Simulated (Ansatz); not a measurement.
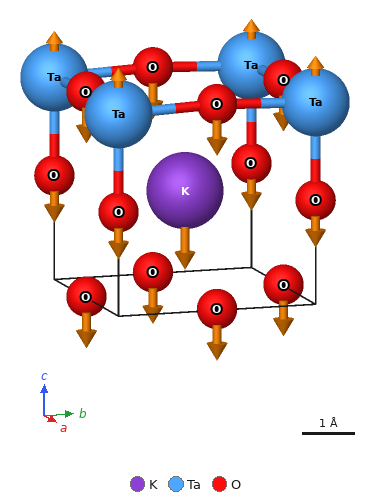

One vibrational mode of solid KTaO3 (a generated structure) at the zone centre. Displacements are drawn as orange arrows; their common scale and sign are arbitrary. A ball-and-stick model of the cell of the calculation, seen slightly off an axis. Only the shorter bonds are drawn.

Computed with Ansatz, DFT PBE, scalar-relativistic, plane waves, PAW.

Input
```yaml
crystal:
  lattice:
    - [4.0197969163, 0.0, 0.0]
    - [0.0, 4.0197969163, 0.0]
    - [0.0, 0.0, 4.046711182]
  atoms:
    - { symbol: K, position: [0.5, 0.5, 0.4943460885] }
    - { symbol: Ta, position: [0.0, 0.0, 0.9860501675] }
    - { symbol: O, position: [0.5, 0.0, 0.0058894787] }
    - { symbol: O, position: [0.0, 0.5, 0.0058894787] }
    - { symbol: O, position: [0.0, 0.0, 0.5078247967] }
basis:
  ecutwfc: 420
kpoints:
  mp_grid: { grid: [8, 8, 8] }
hamiltonian:
  xc: pbe
scf:
  occupations: { method: fixed }
output:
  eigenvalues: true
phonons:
  method: dfpt
  dielectric: true
  rigid_motions: translations
  eigenvectors: true
  qmesh: [2, 2, 2]
  temperatures: { t_max: 1000, t_step: 100 }
  qpath:
    path:
      - [[0.0, 0.0, 0.0], [0.0, 0.5, 0.0], [0.5, 0.5, 0.0], [0.0, 0.0, 0.0], [0.0, 0.0, 0.5], [0.0, 0.5, 0.5], [0.5, 0.5, 0.5], [0.0, 0.0, 0.5]]
      - [[0.0, 0.5, 0.0], [0.0, 0.5, 0.5]]
      - [[0.5, 0.5, 0.0], [0.5, 0.5, 0.5]]
    npoints: 8
```

Launched with:
```bash
ansatz run input.yaml --threads 1 --pin off --max-ram 2560MiB --backend cpu --events-out ev --progress --plain --runs-dir out
```

Frequencies are those without the non-analytic (LO–TO) term.

**Give the symmetry, activity and frequency of this mode.**

This is the A₁ mode at 19.7 meV, optical level 2 of 8, counted from below (1 lower level is imaginary, so the structure is unstable), infrared- and Raman-active by symmetry. The K and O (2c) and O (1a) sublattices move against the Ta sublattice, along c; it stretches the shortest O–Ta bonds (1.94 Å); the kinetic energy is shared as K 42 %, Ta 32 %, O 26 %. Its infrared intensity is 17 (D/Å)²/amu.
